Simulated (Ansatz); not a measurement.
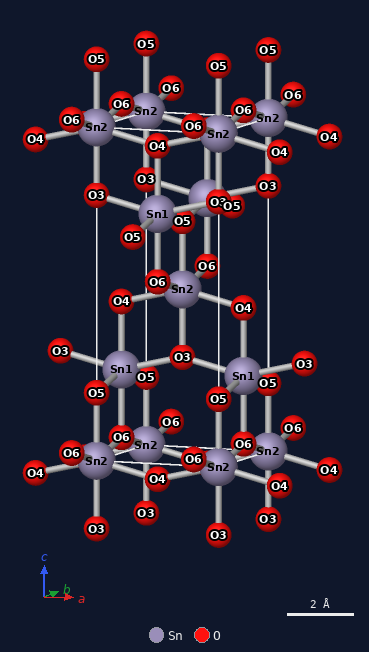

The starting point is solid SnO₂ (built on the database structure type) at its r2SCAN-relaxed geometry. The picture is a ball-and-stick view of the conventional cell (2 times the calculation's cell), seen slightly off an axis. Lengths and directions refer to the drawn axes.

Level of theory: Ansatz, DFT, PBE, plane waves, PAW. (plane-wave cutoff 420 eV; k-point mesh 10 × 10 × 10; occupations fermi dirac; smearing width 0.02 eV; no spin polarisation)

The variant: The cell is strained by +2.3 % along [1 1 0], −2.3 % along [1 −1 0], none along the third axis (volume −0.1 %). The atoms were relaxed with r2SCAN under that strain, and this is a single point on that geometry.

**Predict the response.**

The space group (tolerance 0.01 Å) goes from I4_1/amd (No. 141) to Fddd (No. 70). Energy change: +3.4 meV per atom. The pressure goes from 6.8 to 6.8 GPa. The principal stresses (compression positive) are 8.3 GPa along [1 −1 0], 7.0 GPa along c, 5.1 GPa along [1 1 0]. The largest forces, 0.091 eV/Å, act on O3, O4, O5 and O6; on O3 it points along −c.

Drawn alike, the variant:

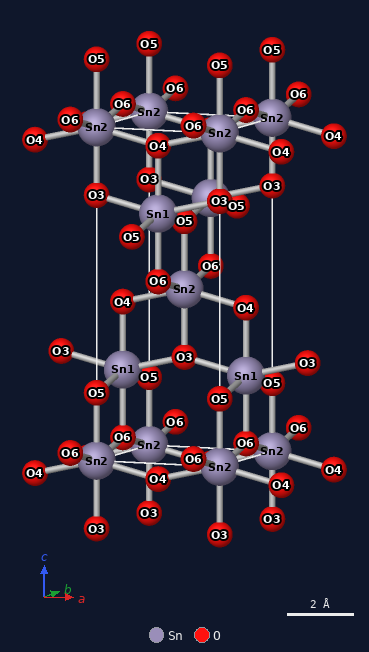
